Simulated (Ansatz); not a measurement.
## Electronic structure of AlN in real space

```
CELL_PARAMETERS angstrom
0.00000 4.27532 0.00000
4.42831 0.00000 0.00000
0.00000 -2.13766 -2.21415
ATOMIC_POSITIONS crystal
Al 0.00000 0.00451 0.00000
Al 0.50000 0.50451 0.00000
N 0.00000 0.74132 0.50000
N 0.50000 0.24132 0.50000
```

Space group C2; a structure from a database of computed crystals, not necessarily the ambient phase; changed on purpose from its base cell (mode 4 frozen in at -0.038 Å, strain +e along z and -e/2 along x and y -0.0233); not relaxed (largest force 0.8 eV/Å); PAW files of the earlier set (soft_1).

The calculation used DFT PBEsol, scalar-relativistic, plane waves, PAW in Ansatz 0.2.0.

Core electrons are frozen (PAW), and the valence fields are smoothed inside the atomic spheres.

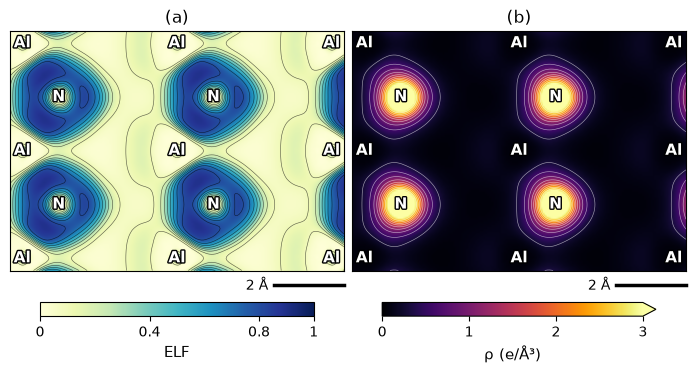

Figure 1. (a) electron localisation function; (b) valence charge density (pseudo) on the (101̄) plane of the conventional cell.

Q: Describe what can be read from this map.

A: The section cuts through Al and N sites. Al–N (1.86 Å): ρ is about 0.72 e/Å³ halfway; the ELF peaks at about 0.90 between the atoms (a polar covalent bond). Between the atoms the lowest density in this plane is 0.05 e/Å³.

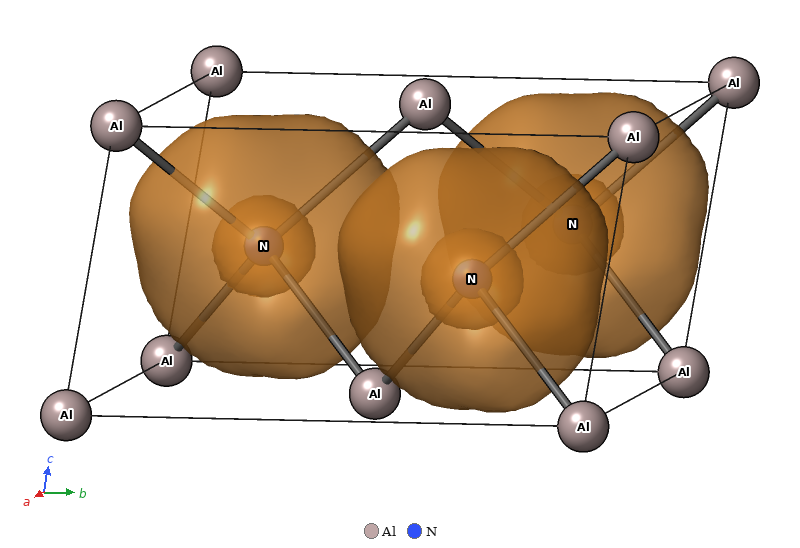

Figure 2. Isosurface of the ELF at 0.65 (orange), seen slightly off an axis. Only the valence region is drawn (cores and ρ < 0.01 e/Å³ removed). Sticks mark near contacts.

Q: Where are the electrons localised?

A: The ELF exceeds this value in two regions on N in which the atom's valence shell and bonds are merged, counted in one cell of 4 atoms. Any copies at cell faces, edges or corners count once. Along the contacts the grid gives the following. Al–N (1.93 Å): the ELF peaks at about 0.90 in the valence shell of N, 0.8 Å from its nucleus, and is about 0.85 at the midpoint.

Q: Does the calculation make it a metal, or give it a gap?

A: It is gapped, with a Kohn–Sham gap of 2.9 eV on the k-point mesh (the band edges may lie off the mesh, which would make the gap smaller).
